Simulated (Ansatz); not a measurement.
# Bi: a changed input and its effect

System: Bi (1 atom in the cell).
Method of run A: Kohn-Sham DFT of a periodic cell, revPBE with D4, all-electron LAPW, scalar-relativistic, no spin polarisation (Ansatz 0.2.0).

The structure derives from a Materials Project entry. Text and figures count atoms from 1; the logs count them from 0 in places.

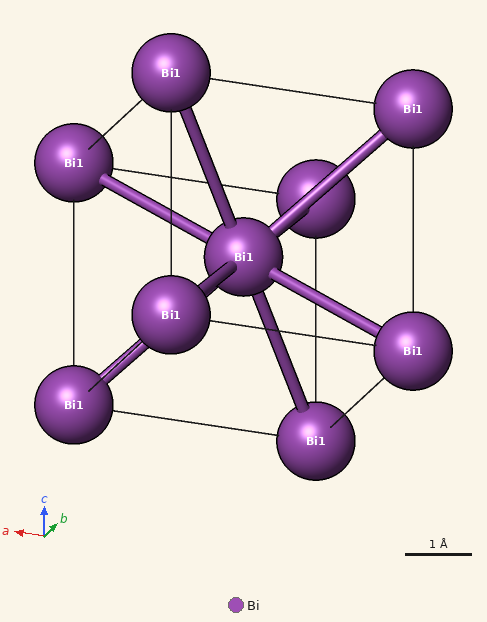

Figure 1. The structure as given in the input (ball-and-stick view of the cell 2 times as large as that of the calculation, set on its symmetry axes, seen at an oblique angle; atoms are numbered from 1 in the order of the input).

The input, run A:
```yaml
crystal:
  lattice:
    - [-1.9814305318, 1.9814305318, 1.9814305318]
    - [1.9814305318, -1.9814305318, 1.9814305318]
    - [1.9814305318, 1.9814305318, -1.9814305318]
  atoms:
    - { symbol: Bi, position: [0.0, 0.0, 0.0] }
kpoints:
  mp_grid: { grid: [9, 9, 9] }
scf:
  occupations: { method: fermi_dirac, width: 0.05 }
hamiltonian:
  xc: revpbe
  dispersion: d4
  pseudopotentials: { kind: all_electron, lapw: { basis_error: 0.001 } }
output:
  forces: true
  stress: true
relax:
  f_tol: 0.02
  max_steps: 60
  cell: {}
```

Launched with:
```bash
ansatz run input.yaml --threads 1 --pin off --max-ram 3072MiB --backend cpu --events-out ev --progress --plain --runs-dir out
```

Hardware: 1 thread of Arm Neoverse V1, 24 GiB of memory available, shared host.

Output, shortened to warnings, some set-up lines, iterations and results (run A):
```
Basis set: ecut = 172.77162141914573 eV, 177 PW (Γ), exchange–correlation at level 2
Symmetry: 48 space group operations
k-points: 35 of 729
Initial density: superposition of atomic densities (chi_scale 0.1, normalization cell)
[...]
SCF iter   1: F=—  HF=-585717.732742 eV  |F-HF|=—  |Δ(HF+E_count)|=         —  Δρ=5.30e-3  dr2=6.29e-3  ethr=1.68e-5  ⟨swp⟩=3.5  Hψ=5262  notcnv=0
SCF iter   2: F=—  HF=-585717.729575 eV  |F-HF|=—  |Δ(HF+E_count)|=   3.17e-3  Δρ=3.47e-3  dr2=3.05e-3  ethr=1.68e-5  ⟨swp⟩=2.0  Hψ=2334  notcnv=0
SCF iter   3: F=—  HF=-585717.730655 eV  |F-HF|=—  |Δ(HF+E_count)|=   1.08e-3  Δρ=1.79e-3  dr2=1.03e-3  ethr=8.23e-6  ⟨swp⟩=2.0  Hψ=2333  notcnv=0
SCF iter   4: F=—  HF=-585717.730979 eV  |F-HF|=—  |Δ(HF+E_count)|=   3.24e-4  Δρ=8.88e-4  dr2=3.14e-4  ethr=2.79e-6  ⟨swp⟩=2.0  Hψ=2333  notcnv=0
SCF iter   5: F=—  HF=-585717.731189 eV  |F-HF|=—  |Δ(HF+E_count)|=   2.10e-4  Δρ=2.80e-4  dr2=3.94e-5  ethr=8.50e-7  ⟨swp⟩=3.0  Hψ=2403  notcnv=0
[... 17 lines ...]
relax step   3: F+E_penalty+E_count = -585717.73778880 eV  Δ(F+E_penalty+E_count) = -3.907e-4 eV  max|allowed force component| = 0.000e0 eV/Å  Δτ_max = 0.0000 Å  P = -0.024 …
SCF iter   1: F=—  HF=-585717.737788 eV  |F-HF|=—  |Δ(HF+E_count)|=         —  Δρ=5.04e-6  dr2=9.00e-9  ethr=5.46e-11  ⟨swp⟩=7.9  Hψ=5654  notcnv=0  reapply=10
SCF iter   2: F=-585717.737788 eV  HF=-585717.737788 eV  |F-HF|=3.61e-9  |Δ(HF+E_count)|=   1.81e-7  Δρ=4.13e-6  dr2=6.46e-9  ethr=2.43e-11  ⟨swp⟩=3.0  Hψ=2424  notcnv=0
SCF 4 converged in 2 iterations: F = -585717.737788 eV  dr2 = 6.46e-9
relax step   4: F+E_penalty+E_count = -585717.73778822 eV  Δ(F+E_penalty+E_count) = +5.724e-7 eV  max|allowed force component| = 0.000e0 eV/Å  Δτ_max = 0.0000 Å  P = -0.024 …
basis re-selected at this cell: Δ(F+E_penalty+E_count) = +5.724e-7 eV, ΔP = +0.000 GPa vs the last step (what re-selecting the basis moved, after the strain that the cell walked since its last selection, with what the two solves' SCF thresholds leave and, on support functions, any second-order …
SCF converged after 2 iterations
Free energy (F): -585717.737788 eV
Harris-Foulkes:  -585717.737788 eV  (|F-HF|=3.61e-9)
Internal energy: -585717.733394 eV  (E = F + TS)
E sigma→0 (E₀):  -585717.735591 eV
Entropy (-TS):   -0.004394 eV (-4.394 meV/atom)
Fermi energy:    16.755683 eV
--- Per-component energies (eV) ---
  E_band       = -2577.959927
  E_kinetic    = 678058.984045
  E_xc         = -10817.192909
  E_electrostatic = -1252958.700928  (all electrons and nuclei)
  E_disp       = -0.823602  (pairwise vdW)
  E_smearing   = -0.004394  (= −TS)
  E_closure    = 0.000000  (closes the sum)
  E_atoms      = -585713.513796  (free atoms, spherical and without spin; not in F)
  Σ components = -585717.737788   (vs F -585717.737788, Δ=0.00e0)
  Basis errors (estimates in eV, not in F): energy 2.9e-4 per atom: plane waves 2.8e-4 (1.5e-4 summed), levels above the bands 6.8e-80, relativity 2.7e-8, radial functions 2.6e-6, core shells 3.4e-9; eigenvalues (radial functions only) 1.6e-5; not estimated: angular momenta, meshes, grids; target …
--- Forces (eV/Å), atoms counted from 1 ---
  atom   1  Bi     0.00000000    -0.00000000    -0.00000000
  max |Σ_I F_I| component: 4.93e-32 eV/Å
--- Stress (GPa, compression-positive) ---
       -0.023567      -0.000000       0.000000
       -0.000000      -0.023567      -0.000000
        0.000000      -0.000000      -0.023567
  P = ⅓ Tr σ = -0.0236 GPa (-0.236 kbar)
--- Relaxed structure (3 steps of the walk, 3 accepted, 1 SCFs on fresh bases) ---
  F+E_penalty+E_count = -585717.73778822 eV   max|allowed force component| = 0.000e0 eV/Å   (the final SCF, on the basis selected at the relaxed cell)
  cell:  # Å, volume = 30.0567 Å³
    - [-1.9586667507114508, 1.9586667507114508, 1.9586667507114508]
    - [1.9586667507114508, -1.9586667507114508, 1.9586667507114508]
    - [1.9586667507114508, 1.9586667507114508, -1.9586667507114508]
  atoms:
    - { symbol: Bi, position: [0.0, 0.0, 0.0] }
```

For run B the input was changed thus:
```diff
-  xc: revpbe
-  dispersion: d4
+  xc: pbesol
+  dispersion: d3bj
-  f_tol: 0.02
+  f_tol: 0.01
```

Predict how the results change.

The total energies belong to different models, so their difference says nothing on which is more stable or more accurate. The volume per atom goes from 30.06 to 28.53 Å³. The functional changes from revPBE to PBEsol. The SCF takes 21 iterations over all geometry steps against 19.

Output, shortened to warnings, some set-up lines, iterations and results (run B):
```
Basis set: ecut = 172.93379800123634 eV, 177 PW (Γ), exchange–correlation at level 2
Symmetry: 48 space group operations
k-points: 35 of 729
Initial density: superposition of atomic densities (chi_scale 0.1, normalization cell)
[...]
SCF iter   1: F=—  HF=-585551.918246 eV  |F-HF|=—  |Δ(HF+E_count)|=         —  Δρ=5.58e-3  dr2=7.12e-3  ethr=1.90e-5  ⟨swp⟩=3.5  Hψ=5240  notcnv=0
SCF iter   2: F=—  HF=-585551.910428 eV  |F-HF|=—  |Δ(HF+E_count)|=   7.82e-3  Δρ=3.51e-3  dr2=3.21e-3  ethr=1.90e-5  ⟨swp⟩=2.0  Hψ=2333  notcnv=0
SCF iter   3: F=—  HF=-585551.910093 eV  |F-HF|=—  |Δ(HF+E_count)|=   3.34e-4  Δρ=1.82e-3  dr2=1.09e-3  ethr=8.69e-6  ⟨swp⟩=2.0  Hψ=2333  notcnv=0
SCF iter   4: F=—  HF=-585551.910137 eV  |F-HF|=—  |Δ(HF+E_count)|=   4.38e-5  Δρ=9.16e-4  dr2=3.43e-4  ethr=2.95e-6  ⟨swp⟩=2.0  Hψ=2333  notcnv=0
SCF iter   5: F=—  HF=-585551.910255 eV  |F-HF|=—  |Δ(HF+E_count)|=   1.17e-4  Δρ=2.94e-4  dr2=4.47e-5  ethr=9.28e-7  ⟨swp⟩=2.0  Hψ=2333  notcnv=0
[... 21 lines ...]
relax step   4: F+E_penalty+E_count = -585551.95162245 eV  Δ(F+E_penalty+E_count) = -5.037e-5 eV  max|allowed force component| = 0.000e0 eV/Å  Δτ_max = 0.0000 Å  P = -0.008 …
SCF iter   1: F=—  HF=-585551.951623 eV  |F-HF|=—  |Δ(HF+E_count)|=         —  Δρ=1.29e-5  dr2=5.14e-8  ethr=7.95e-11  ⟨swp⟩=7.2  Hψ=5436  notcnv=0  reapply=6
SCF iter   2: F=-585551.951623 eV  HF=-585551.951623 eV  |F-HF|=3.84e-9  |Δ(HF+E_count)|=   6.50e-8  Δρ=6.38e-6  dr2=1.25e-8  ethr=7.95e-11  ⟨swp⟩=2.0  Hψ=2333  notcnv=0
SCF 5 converged in 2 iterations: F = -585551.951623 eV  dr2 = 1.25e-8
relax step   5: F+E_penalty+E_count = -585551.95162291 eV  Δ(F+E_penalty+E_count) = -4.532e-7 eV  max|allowed force component| = 0.000e0 eV/Å  Δτ_max = 0.0000 Å  P = -0.008 …
basis re-selected at this cell: Δ(F+E_penalty+E_count) = -4.532e-7 eV, ΔP = +0.000 GPa vs the last step (what re-selecting the basis moved, after the strain that the cell walked since its last selection, with what the two solves' SCF thresholds leave and, on support functions, any second-order …
SCF converged after 2 iterations
Free energy (F): -585551.951623 eV
Harris-Foulkes:  -585551.951623 eV  (|F-HF|=3.84e-9)
Internal energy: -585551.946391 eV  (E = F + TS)
E sigma→0 (E₀):  -585551.949007 eV
Entropy (-TS):   -0.005232 eV (-5.232 meV/atom)
Fermi energy:    17.676643 eV
--- Per-component energies (eV) ---
  E_band       = -2544.839482
  E_kinetic    = 677790.068126
  E_xc         = -10650.439023
  E_electrostatic = -1252691.001984  (all electrons and nuclei)
  E_disp       = -0.573510  (pairwise vdW)
  E_smearing   = -0.005232  (= −TS)
  E_closure    = 0.000000  (closes the sum)
  E_atoms      = -585547.181600  (free atoms, spherical and without spin; not in F)
  Σ components = -585551.951623   (vs F -585551.951623, Δ=0.00e0)
  Basis errors (estimates in eV, not in F): energy 3.0e-4 per atom: plane waves 3.0e-4 (1.6e-4 summed), levels above the bands 6.5e-81, relativity 1.8e-8, radial functions 2.6e-6, core shells 6.2e-9; eigenvalues (radial functions only) 1.6e-5; not estimated: angular momenta, meshes, grids; target …
--- Forces (eV/Å), atoms counted from 1 ---
  atom   1  Bi     0.00000000     0.00000000    -0.00000000
  max |Σ_I F_I| component: 8.22e-33 eV/Å
--- Stress (GPa, compression-positive) ---
       -0.008036      -0.000000       0.000000
       -0.000000      -0.008036      -0.000000
        0.000000      -0.000000      -0.008036
  P = ⅓ Tr σ = -0.0080 GPa (-0.080 kbar)
--- Relaxed structure (4 steps of the walk, 4 accepted, 1 SCFs on fresh bases) ---
  F+E_penalty+E_count = -585551.95162291 eV   max|allowed force component| = 0.000e0 eV/Å   (the final SCF, on the basis selected at the relaxed cell)
  cell:  # Å, volume = 28.5329 Å³
    - [-1.9249916293996612, 1.9249916293996612, 1.9249916293996612]
    - [1.9249916293996612, -1.9249916293996612, 1.9249916293996612]
    - [1.9249916293996612, 1.9249916293996612, -1.9249916293996612]
  atoms:
    - { symbol: Bi, position: [0.0, 0.0, 0.0] }
```

The two runs side by side:

| quantity | run A | run B |
| --- | --- | --- |
| outcome | converged | converged |
| free energy per atom (eV) | −585717.7378 | −585551.9516 |
| energy per atom, smearing taken to zero (eV) | −585717.7356 | −585551.9490 |
| pressure (GPa) | −0.02 | −0.01 |
| volume per atom (Å³) | 30.06 | 28.53 |
| largest force (eV/Å) | 0.000 | 0.000 |
| SCF iterations | 19 | 21 |
| irreducible k-points | 35 | 35 |
| wall time (shared host) | 10 s | 11 s |

For both runs: Spin–orbit coupling is left out, which matters for Bi.
